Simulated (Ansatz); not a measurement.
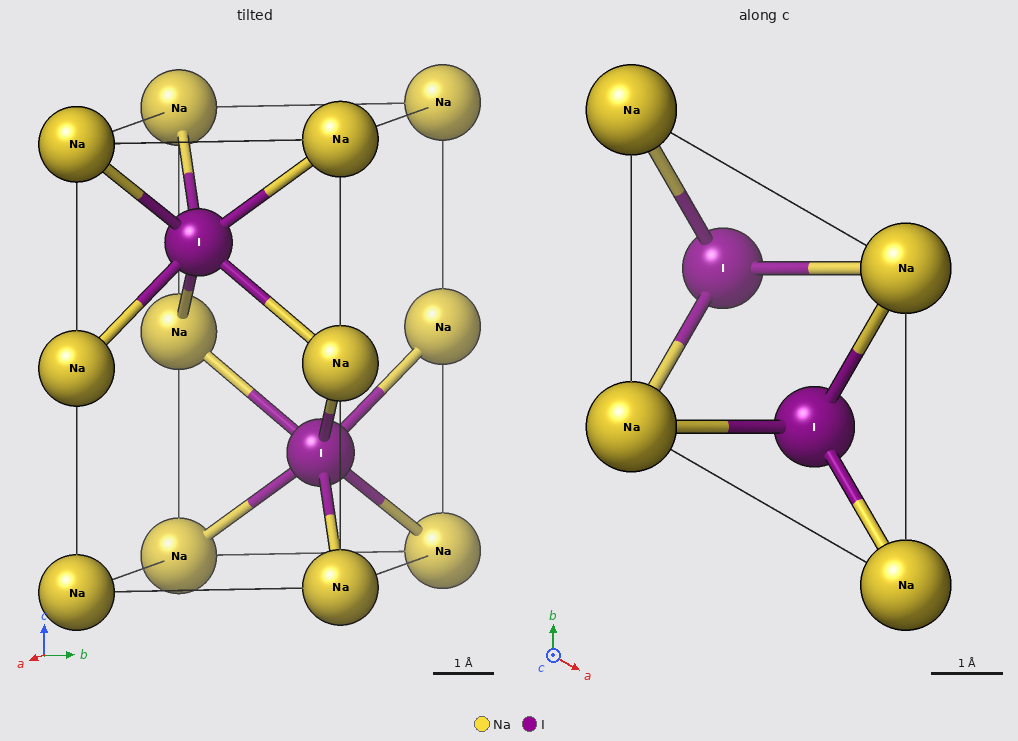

The crystal in a ball-and-stick representation, seen slightly off an axis and along the c axis. Lines trace the edges of the conventional unit cell.

NaI, nickel arsenide (NiAs) type, space group P6_3/mmc (No. 194), a = 4.505 Å, b = 4.505 Å, c = 7.676 Å, α = 90.00°, β = 90.00°, γ = 120.00°. Origin of the cell: a structure type filled with these elements by a generator (whether the compound takes this form wasn't checked). Earlier steps of the study may have refined or changed the cell and positions. It was run through Ansatz as a DFT input.

This one geometry was computed with Ansatz (DFT, plane waves, PAW) at six levels of theory: LDA, r2SCAN, dielectric-dependent PBE0 (fraction 1/eps_inf of PBE), PBE, PBE with spin-orbit coupling and PBE0. It was relaxed beforehand with r2SCAN.

Which level gives the highest pressure at this volume, and what does that say about its equilibrium volume?

Highest: dielectric-dependent PBE0 (fraction 1/eps_inf of PBE) (0.1 GPa), PBE (0.5 GPa), PBE with spin-orbit coupling (0.5 GPa) and PBE0 (0.2 GPa), which points to the largest equilibrium volume. Lowest, with the smallest volume: LDA (-1.6 GPa). Levels within 0.5 GPa of each other can't be told apart.

How does the band gap change with the level of theory?

PBE with spin-orbit coupling: a gap of 3.23 eV, direct; LDA: a gap of 3.26 eV, direct; PBE: a gap of 3.57 eV, direct; r2SCAN: a gap of 4.35 eV, direct; PBE0: a gap of 5.27 eV, direct; dielectric-dependent PBE0 (fraction 1/eps_inf of PBE): a gap of 5.58 eV, direct.

Collect the results in a table.

| level | cutoff (eV) | k-mesh of the run's cell | gap (eV) | pressure (GPa) |
| --- | --- | --- | --- | --- |
| LDA | 420 | 6×6×4 | 3.26 | -1.6 |
| r2SCAN | 500 | 6×6×4 | 4.35 | 0.0 |
| dielectric-dependent PBE0 (fraction 1/eps_inf of PBE) | 420 | 6×6×2 | 5.58 | 0.1 |
| PBE | 420 | 6×6×4 | 3.57 | 0.5 |
| PBE with spin-orbit coupling | 420 | 6×6×4 | 3.23 | 0.5 |
| PBE0 | 420 | 6×6×2 | 5.27 | 0.2 |

Gaps are taken on the k-mesh or band path of each run.
